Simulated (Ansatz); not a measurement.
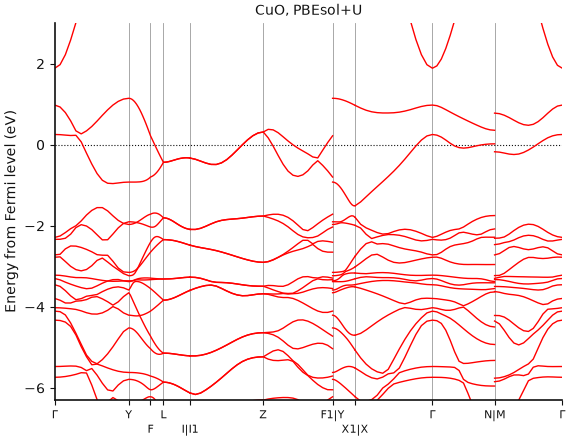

Band structure. Energies are counted from the Fermi level.

Input of the run:

```yaml
crystal:
  lattice:
    - [2.34465, -1.7134, 0.0]
    - [2.34465, 1.7134, 0.0]
    - [-0.8605543552, 0.0, 5.0594363927]
  atoms:
    - { symbol: Cu, position: [0.4968, 0.0032, 0.5] }
    - { symbol: Cu, position: [0.0032, 0.4968, 0.0] }
    - { symbol: O, position: [0.4056, 0.5714, 0.7537] }
    - { symbol: O, position: [0.5714, 0.4056, 0.2537] }
hamiltonian:
  xc: pbesol
  pseudopotentials: { kind: paw }
  hubbard: { sites: [{ species: Cu, l: d, u_eff: 4.0 }] }
kpoints:
  mp_grid: { grid: [10, 10, 5] }
  band_path:
    path:
      - [[0.0, 0.0, 0.0], [-0.5, -0.5, 0.0], [-0.5249462874, -0.5249462874, 0.3256415493], [-0.5, -0.5, 0.5], [-0.6336780905, -0.3663219095, 0.5]]
      - [[-0.3663219095, 0.3663219095, 0.5], [0.0, 0.0, 0.5], [-0.4750537126, -0.4750537126, 0.6743584507]]
      - [[-0.5, -0.5, 0.0], [-0.6126314136, -0.3873685864, 0.0]]
      - [[-0.3873685864, 0.3873685864, 0.0], [0.0, 0.0, 0.0], [-0.5, 0.0, 0.0]]
      - [[-0.5, 0.0, 0.5], [0.0, 0.0, 0.0]]
    npoints: 14
scf:
  occupations: { method: fermi_dirac, width: 0.05 }
  n_extra_bands: 10
output:
  forces: true
  stress: true
  eigenvalues: true
  fatbands: true
```

System: CuO, space group Cc (No. 9), 4 atoms in the primitive cell.

Ansatz; PBEsol, Cu d U = 4 eV, Ansatz PAW, no spin polarisation, no spin-orbit coupling, 10×10×5 k mesh, 420 eV cutoff, Fermi-Dirac smearing of 0.05 eV.

Q: Metal, semiconductor or insulator?

A: A metal: 2 bands cross the Fermi level along this path.

Q: Which levels at Γ lie nearest to the Fermi level?

A: At Γ the nearest levels lie 2.29 eV below and 0.25 eV above the Fermi level.

Q: On which lines of the path do bands cross the Fermi level?

A: Bands cross the Fermi level on Γ–Y, F–L, I1–Z, Z–F1, X–Γ, Γ–N and M–Γ, and not on Y–F, L–I and Y–X1.

The run has no spin polarisation, though such a crystal can be magnetic. The PAW data sets were made with another functional. In reduced coordinates of the cell that was run, Y is (−0.5, −0.5, 0), F is (−0.525, −0.525, 0.326), L is (−0.5, −0.5, 0.5), I is (−0.634, −0.366, 0.5), I1 is (−0.366, 0.366, 0.5), Z is (0, 0, 0.5), F1 is (−0.475, −0.475, 0.674), X1 is (−0.613, −0.387, 0), X is (−0.387, 0.387, 0), N is (−0.5, 0, 0) and M is (−0.5, 0, 0.5).
